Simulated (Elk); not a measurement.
BAs (F-43m): least direct gap against volume

The cell of BAs (F-43m) is scaled evenly and the response computed anew at each volume, on one mesh.

Cell: a, b, c = 3.378, 3.378, 3.378 Å (primitive vectors), 2 atoms.

Method: Elk 11.2.3 (patched build), PBE, independent particles, k-mesh 11×11×11, Lorentzian half width 0.15 eV.

Launch of the response step: `OMP_NUM_THREADS=4 elk`. The series took 2.0 min in all, its band step included, on 4 threads of AMD EPYC 7R13 Processor (Zen 3), with other jobs on the host.

| V/V₀ | V (Å³, primitive cell) | least direct gap (eV) |
| --- | --- | --- |
| 0.94 | 25.62 | 3.3627 |
| 0.96 | 26.16 | 3.3342 |
| 0.98 | 26.71 | 3.3070 |
| 1.00 | 27.25 | 3.2811 |
| 1.02 | 27.80 | 3.2563 |
| 1.04 | 28.34 | 3.2325 |
| 1.06 | 28.89 | ? |

For small changes the quantity should be close to linear in ln V.

Working, on the rows shown:

| x = ln(V/V₀) | y = least direct gap |
| --- | --- |
| -0.0618754 | 3.3627 |
| -0.040822 | 3.3342 |
| -0.0202027 | 3.307 |
| 0 | 3.2811 |
| 0.0198026 | 3.2563 |
| 0.0392207 | 3.2325 |

Means: x̄ = -0.010646, ȳ = 3.2956. Σ(x − x̄)(y − ȳ) = -0.009209, Σ(x − x̄)² = 0.007154. Slope = -0.009209 / 0.007154 = -1.287; intercept = ȳ − slope · x̄ = 3.2819. The line misses the rows shown by at most 0.0011 eV.

**Question.** Fill in the last column of the withheld row.

**Answer.** At x = 0.058269 the line gives y = 3.2069 eV. The run gave 3.2095 eV, so the extrapolation is off by 0.0026 eV, 1.7 % of the range in the table.

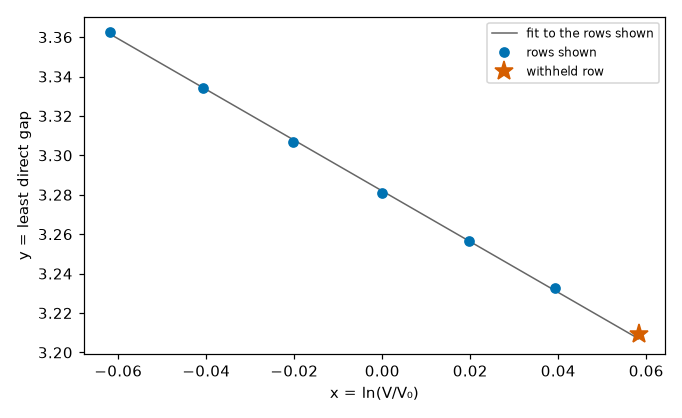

Between the rows on either side of x = 0 the slope is (3.2563 − 3.307) / (0.019803 − (-0.020203)) = -1.267. That is a volume deformation potential of -1.3 eV: the least direct gap on this mesh widens by 13 meV for each per cent of compression. PBE gaps are as a rule too small. Spin-orbit coupling is left out.
